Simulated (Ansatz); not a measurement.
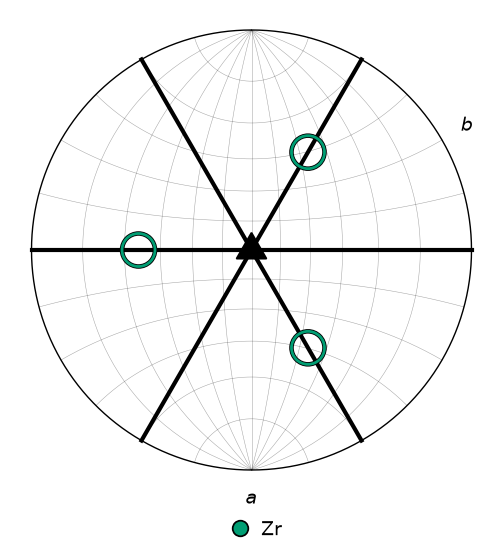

Directions from one selenium atom at (1/3, 2/3, 0.254) to its bonded neighbours, in stereographic projection down c (filled: above the plane of the page or in it, open: below). Crystal: ZrSe2, a calculation's input that goes back to an entry of the Crystallography Open Database (an earlier step may have relaxed or displaced it). All values are computed from the atomic coordinates in the standard setting (tolerance 0.002 Å).

Neighbours are counted up to 3.45 Å for Zr. The symmetry elements of the site are drawn in: heavy lines are mirror planes (a heavy rim: a mirror in the plane of the page); lens, triangle, square and hexagon are 2-, 3-, 4- and 6-fold axes, a lens in an open square is −4, a triangle in an open hexagon −6; thin dashed diameters join the ends of axes that lie in the page; a small open circle marks inversion.

```cif
data_structure
_symmetry_space_group_name_H-M 'P 1'
_symmetry_Int_Tables_number 1
_cell_length_a 3.7894
_cell_length_b 3.7894
_cell_length_c 6.1807
_cell_angle_alpha 90.000
_cell_angle_beta 90.000
_cell_angle_gamma 120.000
_cell_volume 76.86
loop_
_atom_site_label
_atom_site_type_symbol
_atom_site_fract_x
_atom_site_fract_y
_atom_site_fract_z
_atom_site_occupancy
Zr1 Zr 0.00000 0.00000 0.00000 1
Se1 Se 0.33333 0.66667 0.25375 1
Se2 Se 0.66667 0.33333 0.74625 1
```

### How many neighbours are there, and at what angles?

3: 3 Zr at 2.69 Å. Angles between bonds: 89° (3×).

### What is the site's symmetry in the crystal?

Point group 3m (C3v), order 6: one threefold axis, three mirror planes. In P-3m1, No. 164 this is Wyckoff position 2d.
